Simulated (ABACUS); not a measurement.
## Mo: band-structure run (part 1 of 2)

The run: band-structure run of Mo (Im-3m, 1 atom in the cell). Method and program: Kohn-Sham DFT of a periodic cell, RPBE, PseudoDojo NC SR 0.4.1 PBE standard, no spin polarisation (ABACUS 3.10.1).

The structure derives from a Materials Project entry.

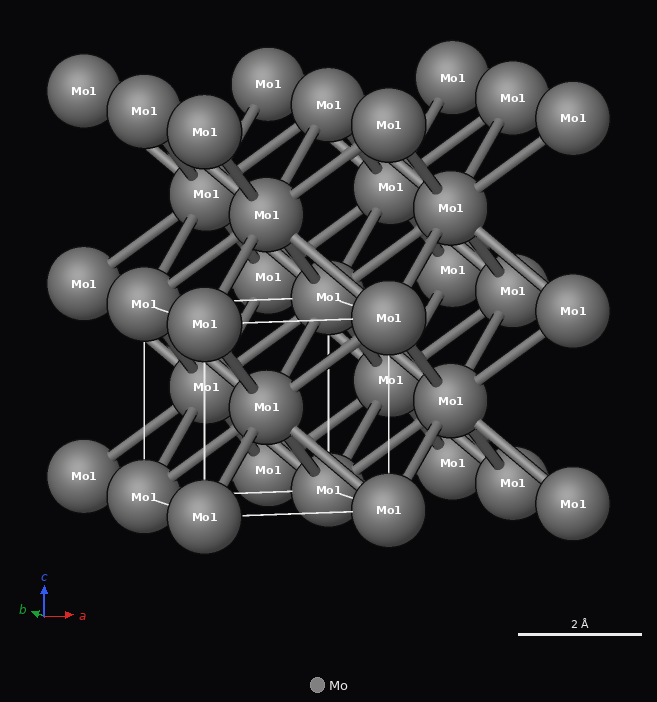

The structure (ball-and-stick view of the cell 2 times as large as that of the calculation, set on its symmetry axes, repeated 2 × 2 × 2, seen slightly off an axis; atoms are numbered from 1 in the order of the input). Near neighbours in the crystal (not all of them lie inside the picture): Mo has 8 Mo at 2.74 Å.

The input
```python
"""ABACUS run from a structure file: ASE reads it, the script writes STRU, KPT and INPUT."""
import re
import subprocess
from ase.io import read
from ase.units import Bohr

atoms = read("POSCAR")
atoms = atoms[(-atoms.numbers).argsort(kind="stable")]  # ABACUS lists atoms element by element
pseudo = {'Mo': 'Mo.upf'}
orbital = {}
magmoms = None
kmesh = [10, 10, 10]
params = {
    'suffix': 'Mo',
    'calculation': 'scf',
    'basis_type': 'pw',
    'pseudo_dir': './',
    'symmetry': 1,
    'dft_functional': 'GGA_X_RPBE+GGA_C_PBE',
    'ecutwfc': 81,
    'pseudo_rcut': 7,
    'nspin': 1,
    'nbands': 17,
    'ks_solver': 'dav',
    'smearing_method': 'fd',
    'smearing_sigma': 0.00367493,
    'scf_thr': 1e-08,
    'scf_nmax': 100,
    'mixing_type': 'broyden',
    'mixing_beta': 0.7,
    'cal_force': 1,
    'cal_stress': 1,
    'out_chg': 1,
    'kpar': 4,
}

symbols = atoms.get_chemical_symbols()
elements = list(dict.fromkeys(symbols))
lines = ["ATOMIC_SPECIES"] + [f"{e} {atoms.get_masses()[symbols.index(e)]:.4f} {pseudo[e]}" for e in elements]
if orbital:
    lines += ["", "NUMERICAL_ORBITAL"] + [orbital[e] for e in elements]
lines += ["", "LATTICE_CONSTANT", f"{1 / Bohr:.10f}", "", "LATTICE_VECTORS"]
lines += [" ".join(f"{x:.10f}" for x in v) for v in atoms.cell]
lines += ["", "ATOMIC_POSITIONS", "Direct"]
for e in elements:
    lines += ["", e, "0.0", str(symbols.count(e))]
    for i, p in enumerate(atoms.get_scaled_positions(wrap=False)):
        if symbols[i] == e:
            mag = "" if magmoms is None else " mag " + " ".join(str(x) for x in (magmoms[i] if isinstance(magmoms[i], list) else [magmoms[i]]))
            lines.append(" ".join(f"{x:.10f}" for x in p) + " 1 1 1" + mag)
open("STRU", "w").write("\n".join(lines) + "\n")
open("KPT", "w").write("K_POINTS\n0\nGamma\n%d %d %d 0 0 0\n" % tuple(kmesh))
open("INPUT", "w").write("INPUT_PARAMETERS\n" + "".join(f"{k:<20s}{v}\n" for k, v in params.items()))

done = subprocess.run(['mpirun', '-np', '4', 'abacus'])
if done.returncode:
    raise SystemExit(done.returncode)
log = open("OUT.Mo/running_scf.log").read()
print("final energy (eV):", re.findall(r"FINAL_ETOT_IS (\S+)", log))
```

File POSCAR
```
Mo
1.0
   -1.5838089719      1.5838089719      1.5838089719
    1.5838089719     -1.5838089719      1.5838089719
    1.5838089719      1.5838089719     -1.5838089719
Mo
1
Direct
    0.0000000000      0.0000000000      0.0000000000
```

File INPUT
```
INPUT_PARAMETERS
suffix              Mo
calculation         scf
basis_type          pw
pseudo_dir          ./
symmetry            1
dft_functional      GGA_X_RPBE+GGA_C_PBE
ecutwfc             81
pseudo_rcut         7
nspin               1
nbands              17
ks_solver           dav
smearing_method     fd
smearing_sigma      0.00367493
scf_thr             1e-08
scf_nmax            100
mixing_type         broyden
mixing_beta         0.7
cal_force           1
cal_stress          1
out_chg             1
kpar                4
```

File STRU
```
ATOMIC_SPECIES
Mo 95.9500 Mo.upf

LATTICE_CONSTANT
1.8897261258

LATTICE_VECTORS
-1.5838089719 1.5838089719 1.5838089719
1.5838089719 -1.5838089719 1.5838089719
1.5838089719 1.5838089719 -1.5838089719

ATOMIC_POSITIONS
Direct

Mo
0.0
1
-0.0000000000 0.0000000000 0.0000000000 1 1 1
```

File KPT
```
K_POINTS
0
Gamma
10 10 10 0 0 0
```

Run on 4 threads of Intel Xeon @ 2.90GHz (Ice Lake), 64 GiB of memory available, shared host.

Launched with:
```bash
OMP_NUM_THREADS=1 python run_abacus.py > log
```

The program's output
```
ABACUS v3.10.1

               Atomic-orbital Based Ab-initio Computation at UStc

 ------------------------------------------------------------------------------------

 READING GENERAL INFORMATION
                           global_out_dir = OUT.Mo/
                           global_in_card = INPUT
                               pseudo_dir = ./
                              orbital_dir =
                                    DSIZE = 4
                                    GSIZE = 1

 READING UNITCELL INFORMATION
                                    ntype = 1
                  lattice constant (Bohr) = 1.88973
              lattice constant (Angstrom) = 1

 READING ATOM TYPE 1
                               atom label = Mo
                      L=0, number of zeta = 1
                      L=1, number of zeta = 1
                      L=2, number of zeta = 1
             number of atom for this type = 1

                        TOTAL ATOM NUMBER = 1
DIRECT COORDINATES
    atom                   x                   y                   z     mag                  vx                  vy                  vz
taud_Mo1            0.0000000000        0.0000000000        0.0000000000  0.0000        0.0000000000        0.0000000000        0.0000000000

                          Volume (Bohr^3) = 107.242
                             Volume (A^3) = 15.8916

 Lattice vectors: (Cartesian coordinate: in unit of a_0)
             -1.58381            +1.58381            +1.58381
             +1.58381            -1.58381            +1.58381
             +1.58381            +1.58381            -1.58381
 Reciprocal vectors: (Cartesian coordinate: in unit of 2 pi/a_0)
                   +0           +0.315695           +0.315695
            +0.315695                  +0           +0.315695
            +0.315695           +0.315695                  +0
 The esolver type has been set to : ksdft_pw

                PAO radial cut off (Bohr) = 7

 Read in pseudopotential file is Mo.upf
                     pseudopotential type = NC
          exchange-correlation functional = PBE
                 nonlocal core correction = 1
                        valence electrons = 14
                                     lmax = 2
                           number of zeta = 4
                     number of projectors = 6
                           L of projector = 0
                           L of projector = 0
                           L of projector = 1
                           L of projector = 1
                           L of projector = 2
                           L of projector = 2
 XC functional updated to : GGA_X_RPBE+GGA_C_PBE
          exchange-correlation functional = GGA_X_RPBE+GGA_C_PBE
     initial pseudo atomic orbital number = 10

 SETUP THE ELECTRONS NUMBER
            electron number of element Mo = 14
      total electron number of element Mo = 14
            AUTOSET number of electrons:  = 14
                           occupied bands = 7
                                   NBANDS = 17
                                   NLOCAL = 9

%%%%%%%%%%%%%%%%%%%%%%%%%%%%%%%%%%%%%%%%%%%%%%%%%%%%%%%%%%%%%%%%%%%%%%%%%%%%%%%%%%%%%%%%%%%%%%%%%%%%%%%%%%
 Warning: the number of valence electrons in pseudopotential > 6 for Mo: [Kr] 4d5 5s1
 Pseudopotentials with additional electrons can yield (more) accurate outcomes, but may be less efficient.
 If you're confident that your chosen pseudopotential is appropriate, you can safely ignore this warning.
%%%%%%%%%%%%%%%%%%%%%%%%%%%%%%%%%%%%%%%%%%%%%%%%%%%%%%%%%%%%%%%%%%%%%%%%%%%%%%%%%%%%%%%%%%%%%%%%%%%%%%%%%%

 SETUP THE PLANE WAVE BASIS
 energy cutoff for charge/potential (unit:Ry) = 324
            fft grid for charge/potential = [ 30, 30, 30 ]
                        fft grid division = [ 1, 1, 1 ]
        big fft grid for charge/potential = [ 30, 30, 30 ]
                                     nbxx = 27000
                                     nrxx = 27000

 SETUP PLANE WAVES FOR CHARGE/POTENTIAL
                    number of plane waves = 10641
                         number of sticks = 657

 PARALLEL PW FOR CHARGE/POTENTIAL
     PROC   COLUMNS(POT)             PW
        1            657          10641
 --------------- sum -------------------
        1            657          10641
                            number of |g| = 137
                                  max |g| = 29.301
                                  min |g| = 0

----------- Double Check Mixing Parameters Begin ------------
mixing_type: broyden
mixing_beta: 0.7
mixing_gg0: 1
mixing_gg0_min: 0.1
mixing_ndim: 8
----------- Double Check Mixing Parameters End ------------

 LATTICE VECTORS: (CARTESIAN COORDINATE: IN UNIT OF A0)
             -1.58381            +1.58381            +1.58381
             +1.58381            -1.58381            +1.58381
             +1.58381            +1.58381            -1.58381
                       right hand lattice = 1
                                   NORM_A = 2.74324
                                   NORM_B = 2.74324
                                   NORM_C = 2.74324
                           ALPHA (DEGREE) = 109.471
                           BETA  (DEGREE) = 109.471
                           GAMMA (DEGREE) = 109.471

 The lattice vectors have been changed (STRU_SIMPLE.cif)

(for optimal symmetric configuration:)
                             BRAVAIS TYPE = 2
                     BRAVAIS LATTICE NAME = 02. Cubic I (body-centered)
                                    ibrav = 2
                                    IBRAV = 2
                                  BRAVAIS = BODY CENTERED CUBIC
                       LATTICE CONSTANT A = 3.16762
Original cell was already a primitive cell.
                        ROTATION MATRICES = 48
              PURE POINT GROUP OPERATIONS = 48
                   SPACE GROUP OPERATIONS = 48
                              POINT GROUP = O_h
               POINT GROUP IN SPACE GROUP = O_h

 SETUP K-POINTS
                                    nspin = 1
                   Input type of k points = Monkhorst-Pack(Gamma)
                                   nkstot = 1000
                       right hand lattice = 1
(for reciprocal lattice: )
                             BRAVAIS TYPE = 3
                     BRAVAIS LATTICE NAME = 03. Cubic F (face-centered)
                                    ibrav = 3
                       right hand lattice = 1
(for k-lattice: )
                             BRAVAIS TYPE = 3
                     BRAVAIS LATTICE NAME = 03. Cubic F (face-centered)
                                    ibrav = 3
                       right hand lattice = 1
                        ROTATION MATRICES = 48
                               nkstot_ibz = 47
K-POINTS REDUCTION ACCORDING TO SYMMETRY
     IBZ    DIRECT_X    DIRECT_Y    DIRECT_Z  WEIGHT  ibz2bz
       1  0.00000000  0.00000000  0.00000000  0.0010       0
       2 -0.10000000  0.10000000  0.00000000  0.0120       1
       3 -0.20000000  0.20000000  0.00000000  0.0120       2
       4 -0.30000000  0.30000000  0.00000000  0.0120       3
       5 -0.40000000  0.40000000  0.00000000  0.0120       4
       6  0.50000000  0.50000000  0.00000000  0.0060       5
       7  0.10000000  0.10000000 -0.20000000  0.0240      11
       8 -0.10000000 -0.20000000  0.30000000  0.0480      12
       9 -0.40000000  0.30000000  0.10000000  0.0480      13
      10  0.50000000  0.40000000  0.10000000  0.0480      14
      11 -0.20000000 -0.20000000  0.40000000  0.0240      22
      12  0.50000000  0.30000000  0.20000000  0.0480      23
      13  0.40000000  0.40000000  0.20000000  0.0240      24
      14  0.40000000  0.30000000  0.30000000  0.0240      33
      15 -0.10000000 -0.10000000  0.30000000  0.0080     111
      16 -0.10000000 -0.20000000  0.40000000  0.0240     112
      17  0.50000000  0.30000000  0.10000000  0.0240     113
      18  0.40000000  0.40000000  0.10000000  0.0120     114
      19 -0.10000000  0.10000000  0.10000000  0.0060     119
      20  0.50000000  0.20000000  0.20000000  0.0240     122
      21  0.40000000  0.30000000  0.20000000  0.0480     123
      22 -0.20000000  0.20000000  0.10000000  0.0240     128
      23  0.30000000  0.30000000  0.30000000  0.0080     133
      24 -0.30000000  0.30000000  0.10000000  0.0240     137
      25 -0.30000000  0.20000000  0.20000000  0.0240     138
      26 -0.40000000  0.40000000  0.10000000  0.0240     146
      27 -0.40000000  0.30000000  0.20000000  0.0480     147
      28  0.50000000  0.50000000  0.10000000  0.0120     155
      29  0.50000000  0.40000000  0.20000000  0.0480     156
      30  0.50000000  0.30000000  0.30000000  0.0240     157
[... 17 further k points ...]

                               nkstot now = 47
[... K-POINTS DIRECT COORDINATES: 47 rows ...]

           k-point number in this process = 12
       minimum distributed K point number = 11
[... stars of the k points ...]

[... K-POINTS CARTESIAN COORDINATES: 12 rows ...]

[... K-POINTS DIRECT COORDINATES: 12 rows ...]

 SETUP PLANE WAVES FOR WAVE FUNCTIONS
     energy cutoff for wavefunc (unit:Ry) = 81
              fft grid for wave functions = [ 30, 30, 30 ]
                    number of plane waves = 1985
                         number of sticks = 217

 PARALLEL PW FOR WAVE FUNCTIONS
     PROC   COLUMNS(POT)             PW
        1            217           1985
 --------------- sum -------------------
        1            217           1985

 SETUP NONLOCAL PSEUDOPOTENTIALS IN PLANE WAVE BASIS
 Mo non-local projectors:
 projector 1 L=0
 projector 2 L=0
 projector 3 L=1
 projector 4 L=1
 projector 5 L=2
 projector 6 L=2
      TOTAL NUMBER OF NONLOCAL PROJECTORS = 18

 Init Non-Local PseudoPotential table :
 Init Non-Local-Pseudopotential done.

                                     npwx = 1340

 Make real space PAO into reciprocal space.
       max mesh points in Pseudopotential = 701
     dq(describe PAO in reciprocal space) = 0.01
                                    max q = 1084
```
